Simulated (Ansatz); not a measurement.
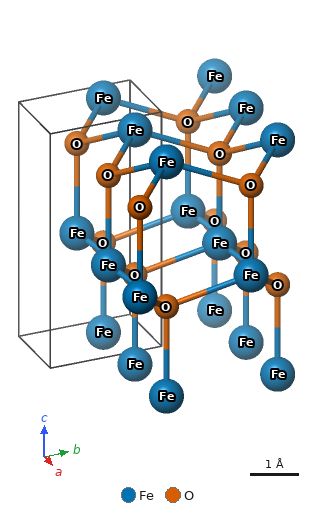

Crystalline FeO (built on the wurtzite_186 type) (coarse preliminary run), before the relaxation. Style: ball-and-stick. Shown: the cell of the calculation, repeated 3 × 2 × 1 with one cell outlined, slightly off an axis.

Case: wurtzite type (P6_3mc, No. 186).

The calculation used DFT PBE, scalar-relativistic, plane waves, PAW in Ansatz.

The input:
```yaml
crystal:
  lattice:
    - [3.1802776968, 0.0, 0.0]
    - [-1.5901388484, 2.7542012765, 0.0]
    - [0.0, 0.0, 5.0931050588]
  atoms:
    - { symbol: Fe, position: [0.3333333333, 0.6666666667, 0.0], spin: 3.53 }
    - { symbol: Fe, position: [0.6666666667, 0.3333333333, 0.5], spin: 3.53 }
    - { symbol: O, position: [0.3333333333, 0.6666666667, 0.3821], spin: 0.35 }
    - { symbol: O, position: [0.6666666667, 0.3333333333, 0.8821], spin: 0.35 }
basis:
  ecutwfc: 420
kpoints:
  mp_grid: { grid: [6, 6, 4] }
hamiltonian:
  xc: pbe
scf:
  occupations: { method: gaussian, width: 0.1 }
  lower_state_search: "off"
output:
  forces: true
  stress: true
  eigenvalues: true
  populations: true
magnetization:
  spin_polarized: true
relax:
  adjacent_minimum: "off"
  f_tol: 0.04
  max_steps: 70
  cell: { stress_tol: 0.4 }
```

Run as
```bash
ansatz run input.yaml --threads 1 --pin off --max-ram 2560MiB --backend cpu --events-out ev --progress --plain --runs-dir out
```

Q: Predict the outcome.

A: After 7 accepted moves (9 points after the start) the energy has fallen by 0.350 eV per cell of the calculation. Largest force component: 0.23 eV/Å at the start, 0.016 eV/Å at the end. Pressure: 15.98 GPa at the start and −0.20 GPa at the end. The SCF was repeated twice at an unchanged geometry on a basis and grid sized afresh for the cell, which shifted the energy by 44.0 meV per cell of the calculation at most. The largest moves relative to the cell, 0.14 Å, are those of Fe1, Fe2, O3 and O4. Fe1 goes along +c. Largest moves by element: Fe 0.14 Å, O 0.14 Å. The volume changes by +6.5 %, with a = b 3.180 → 3.094 Å (−2.7 %), c 5.093 → 5.733 Å (+12.6 %). Among the contacts that change: Fe1–O4 1.932 → 2.024 Å, Fe1–O3 1.946 → 1.916 Å. Among the angles between lasting bonds that change: O4–Fe1–O4 110.8° → 99.7°, Fe2–O3–Fe2 110.8° → 99.7°, O3–Fe1–O4 108.1° → 118.0°. The space group stays P6_3mc (No. 186).

The structure at the end:

```xyz
4
Lattice="3.0938 0.0000 0.0000 -1.5469 2.6793 0.0000 0.0000 0.0000 5.7335" Properties=species:S:1:pos:R:3 pbc="T T T"
Fe    0.0000    1.7862    0.1375
Fe    1.5469    0.8931    3.0043
O     0.0000    1.7862    2.0532
O     1.5469    0.8931    4.9200
```

After the run, drawn alike:

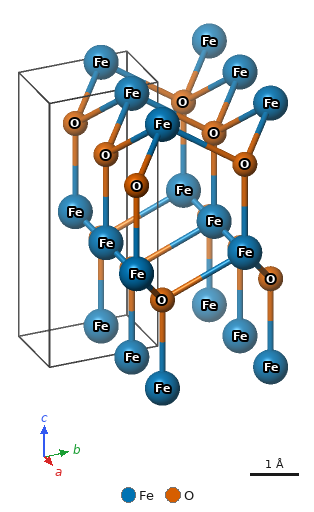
